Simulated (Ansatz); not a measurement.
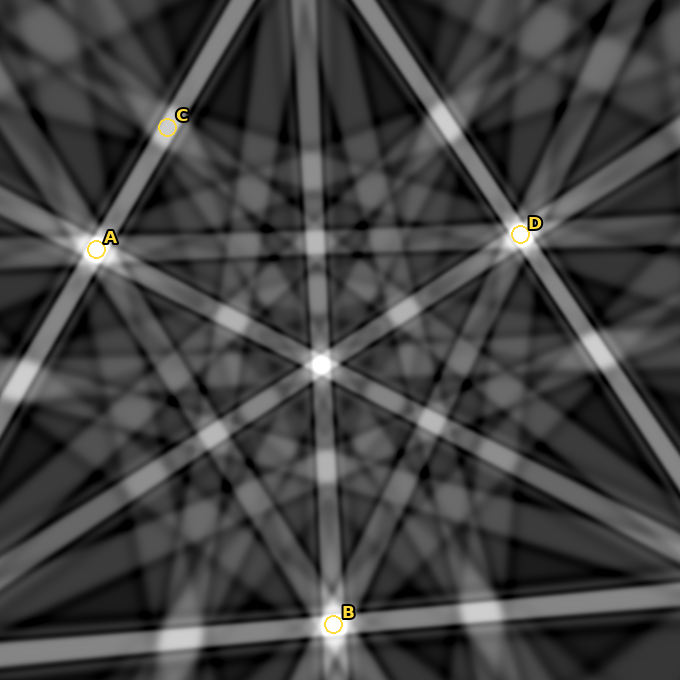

Simulated Kikuchi (electron backscatter) pattern at 15 kV: kinematic bands of width 2θ(Bragg) in gnomonic projection, seen from the camera side; the frame spans ±42° from its centre. Crystal: Sb, space group R-3m (No. 166), a = 4.377 Å, c = 11.520 Å (hexagonal axes). Structure: coordinates from a relaxation with DFT PBE, scalar-relativistic, plane waves, PAW in Ansatz 0.2.0.

```cif
data_structure
_symmetry_space_group_name_H-M 'R-3m:H'
_symmetry_Int_Tables_number 166
_cell_length_a 4.3767
_cell_length_b 4.3767
_cell_length_c 11.5195
_cell_angle_alpha 90.000
_cell_angle_beta 90.000
_cell_angle_gamma 120.000
_cell_volume 191.10
loop_
_atom_site_label
_atom_site_type_symbol
_atom_site_symmetry_multiplicity
_atom_site_Wyckoff_symbol
_atom_site_fract_x
_atom_site_fract_y
_atom_site_fract_z
_atom_site_occupancy
Sb1 Sb 6 c 0.00000 0.00000 0.23277 1
```

Pole A is [-111] and pole B is [-1-21].

### Index the poles C and D.

C is [021], 17.6° from A and 67.8° from B. D is [211], 56.9° from A and 56.9° from B.

### Which band joins A and B, and how wide is it?

It comes from the planes common to both zones. The strongest order is 2 0 2 with d = 1.800 Å, so the band is 2θ = 3.2° wide (λ = 0.0994 Å).
